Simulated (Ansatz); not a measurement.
Consider Sb2Pt.

```cif
data_structure
_symmetry_space_group_name_H-M 'P 1'
_symmetry_Int_Tables_number 1
_cell_length_a 7.0321
_cell_length_b 4.0600
_cell_length_c 5.2259
_cell_angle_alpha 90.000
_cell_angle_beta 90.000
_cell_angle_gamma 90.000
_cell_volume 149.20
loop_
_atom_site_label
_atom_site_type_symbol
_atom_site_fract_x
_atom_site_fract_y
_atom_site_fract_z
_atom_site_occupancy
Pt1 Pt 0.50000 0.50000 0.00000 1
Pt2 Pt 0.00000 0.00000 0.00000 1
Sb1 Sb 0.63823 0.00000 0.74159 1
Sb2 Sb 0.13823 0.50000 0.74159 1
Sb3 Sb 0.83333 0.50000 0.25841 1
Sb4 Sb 0.33333 0.00000 0.25841 1
```

Space group Cm; started from the CdI2 prototype, which need not be the ambient phase; changed on purpose from its base cell (atom 2 (Sb) moved 0.2 A along y); not relaxed (largest force 0.8 eV/Å).

Level of theory: DFT PBE, scalar-relativistic, plane waves, PAW in Ansatz.

### Predict the valence pseudo-density and electron localisation function between the atoms.

Sb–Pt (2.71 Å): ρ at the midpoint is about 0.44 e/Å³; the ELF is about 0.45 at the midpoint.
Sb–Pt (2.88 Å): ρ is about 0.33 e/Å³ halfway; the ELF is about 0.45 at the midpoint; no shared electron pair shows on this line.

### Does the calculation give a band gap?

It is gapless in this calculation (a metal or semimetal).

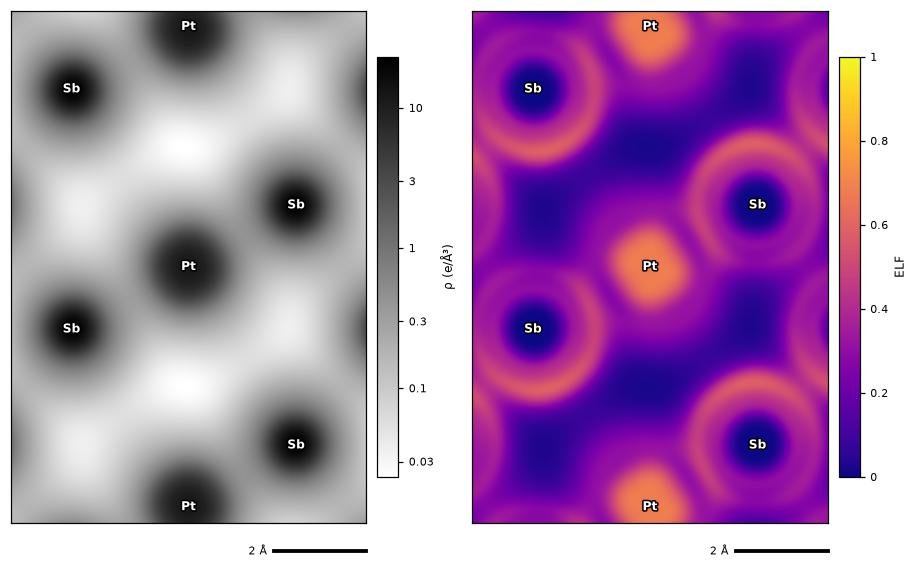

Computed valence pseudo-density and electron localisation function on the (010) plane of the conventional cell, in this order. 
